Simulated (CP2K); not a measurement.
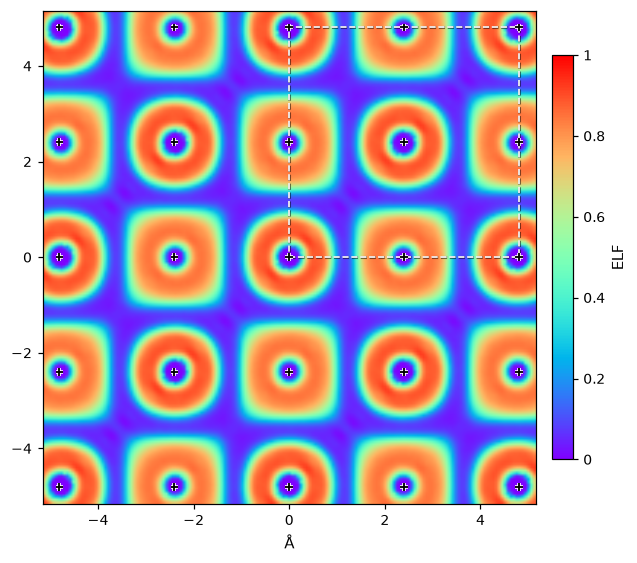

The electron localisation function on a plane through atoms (crosses mark nuclei in the plane).

Method: Kohn-Sham DFT of a periodic cell, PBEsol, GTH-PBE with UZH-TZVP basis in CP2K.

Candidates:
A. CaO, a = 4.81 Å, b = 4.81 Å, c = 4.81 Å, α = 90.00°, β = 90.00°, γ = 90.00°. Space group Fm-3m; a structure from a database of computed crystals, not necessarily the ambient phase.
B. CdO, a = 4.70 Å, b = 4.70 Å, c = 4.70 Å, α = 90.00°, β = 90.00°, γ = 90.00°. Space group Fm-3m.
C. MoS₂, a = 3.17 Å, b = 3.17 Å, c = 12.32 Å, α = 90.00°, β = 90.00°, γ = 120.00°. Space group P6₃/mmc.

**Which system is this?**

Candidate A: CaO on the (100) plane of the conventional cell, which holds Ca and O. Ca–O (2.40 Å): the ELF is about 0.10 at the midpoint (an ionic contact with no shared pair).
